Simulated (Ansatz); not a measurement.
```
W S
1.0
     4.68259    0.00000    0.00000
     0.00000    4.68259    0.00000
     0.00000    0.00000    4.68259
W S
1 3
Cartesian
  0.0000 0.0000 0.0000
  0.0000 2.3413 0.0000
  2.3413 0.0000 0.0000
  0.0000 0.0000 2.3413
```

Space group Pm-3m; a structure generated by program, which may or may not match a known phase.

Method: DFT PBE, scalar-relativistic, plane waves, PAW (Ansatz).

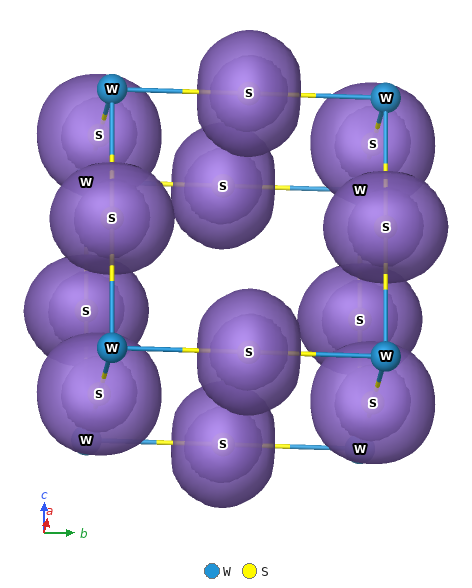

WS$_{3}$. Isosurface of the ELF at 0.8 (purple), seen at an oblique angle. Core shells and regions of very low density are left out. Sticks mark near contacts.

Q: Identify the bonds, lone pairs and shells in this picture.

A: The ELF exceeds this value in three regions wrapped around S (the valence shell of each), counted in one cell of 4 atoms. Any copies at cell faces, edges or corners count once. Along the contacts the grid gives the following. W–S (2.34 Å): the ELF peaks at about 0.85 in the valence shell of S, 0.8 Å from its nucleus, and is about 0.40 at the midpoint.

Q: Does the calculation make it a metal, or give it a gap?

A: It is gapless in this calculation (a metal or semimetal); semilocal functionals without U, or without the true magnetic order, often close the gap of such compounds.
